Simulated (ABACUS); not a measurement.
## A series of single points on Gd

System: Gd (1 atom in the cell).
Method: Kohn-Sham DFT of a periodic cell, PBE, PseudoDojo NC SR 0.4.1 PBE standard, lanthanides 3+ (f in core), spin-polarised (ABACUS 3.10.1).

The 7 runs differ only in the geometry, by an even scaling of the cell at fixed fractional positions. The structure derives from a Materials Project entry.

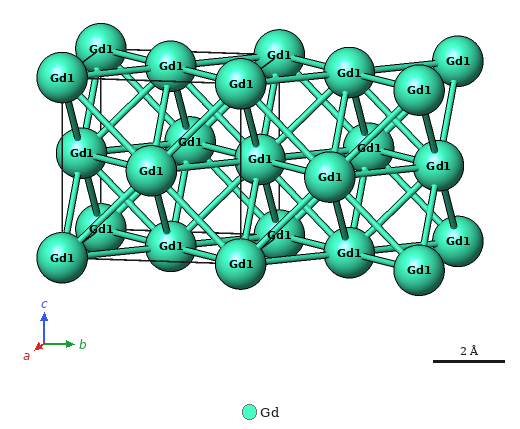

Figure 1. The structure of run 4 (ball-and-stick view of the cell 4 times as large as that of the calculation, set on its symmetry axes, repeated 1 × 2 × 1, seen slightly off an axis; atoms are numbered from 1 in the order of the input).

### The input of run 4
```
INPUT_PARAMETERS
suffix              Gd
calculation         scf
basis_type          pw
pseudo_dir          ./
symmetry            1
dft_functional      pbe
ecutwfc             52
pseudo_rcut         10
nspin               2
nbands              10
ks_solver           dav
smearing_method     fd
smearing_sigma      0.00367493
scf_thr             1e-08
scf_nmax            100
mixing_type         broyden
mixing_beta         0.4
cal_force           1
cal_stress          1
kpar                4
```

### File STRU of run 4
```
ATOMIC_SPECIES
Gd 157.2500 Gd.upf

LATTICE_CONSTANT
1.8897261246

LATTICE_VECTORS
0.0000000000 2.5858190855 2.5858190855
2.5858190855 0.0000000000 2.5858190855
2.5858190855 2.5858190855 0.0000000000

ATOMIC_POSITIONS
Direct

Gd
0.0
1
0.0000000000 0.0000000000 0.0000000000 1 1 1 mag 0
```

### File KPT of run 4
```
K_POINTS
0
Gamma
9 9 9 0 0 0
```

Command:
```bash
OMP_NUM_THREADS=1 mpirun -np 4 abacus > log
```

Lattice vectors (Å) and fractional positions of run 4:
```
   0.000000    2.585819    2.585819
   2.585819    0.000000    2.585819
   2.585819    2.585819    0.000000
Gd  0.000000  0.000000  0.000000
```

Run 5 differs from it as follows:
```diff
-0.0000000000 2.5858190855 2.5858190855
-2.5858190855 0.0000000000 2.5858190855
-2.5858190855 2.5858190855 0.0000000000
+0.0000000000 2.6029442143 2.6029442143
+2.6029442143 0.0000000000 2.6029442143
+2.6029442143 2.6029442143 0.0000000000
```

### Results, with one run withheld

```tsv
run	volume per atom (Å³)	free energy per atom, from the lowest run given (meV)	pressure (GPa)
1	32.505	0.00	−0.40
2	33.197	3.43	−1.19
3	33.888	10.12	−1.91
4	34.580	19.78	−2.57
5	35.272	?	?
6	35.963	47.02	−3.71
7	36.655	64.13	−4.21
```

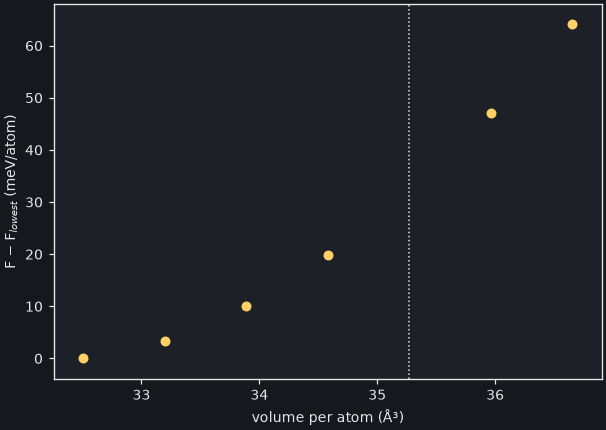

Figure 2. Free energy per atom of the runs given; the dotted line marks run 5.

Fit the runs given and predict run 5.

A cubic polynomial in V^(−2/3) (the Birch–Murnaghan form), fitted to the 6 runs given, misses them by at most 0.01 meV per atom. With x = V^(−2/3) − 0.09452 Å⁻², it reads F = 17.185 − 8212.9 x + 9.7288e+05 x² − 3.1555e+06 x³ (meV per atom). At run 5 it gives 32.17 meV per atom, and the run itself gives 32.16. The slope of the fit gives a pressure −dF/dV of −3.16 GPa there, and the run prints −3.17 GPa. The fit has no minimum inside this range.

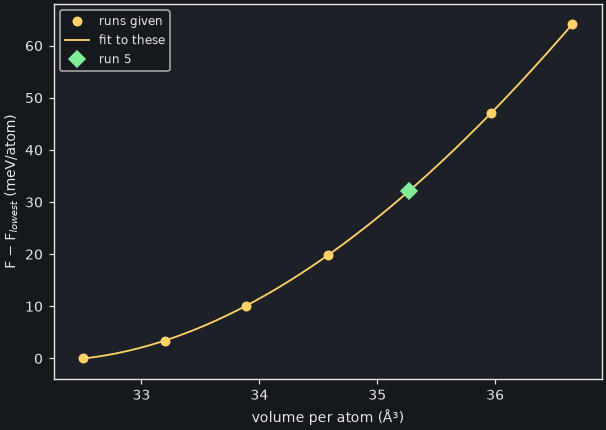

Figure 3. The fit and the withheld run.

### Some lines of the output (run 5)
```
[...]
                             Volume (A^3) = 35.2715
 E_Fermi        0.7042776274         9.5821887070
 E_Fermi        0.7053117476         9.5962586336
 E_Fermi        0.7045416123         9.5857804056
 E_Fermi        0.7030530234         9.5655271140
 E_Fermi        0.7030928881         9.5660695013
 E_Fermi        0.7031697385         9.5671151041
 E_Fermi        0.7031266578         9.5665289615
 E_KS(sigma->0) -83.2085599462       -1132.1105376432
 E_Fermi        0.7031154982         9.5663771272
 final etot is -1132.1177037 eV
 EFERMI = 9.5663771272 eV
 TOTAL-PRESSURE: -31.685416 KBAR
 !FINAL_ETOT_IS -1132.1177036681260688 eV
```

Notes: Points of doubt noted for this run: f electrons in core.
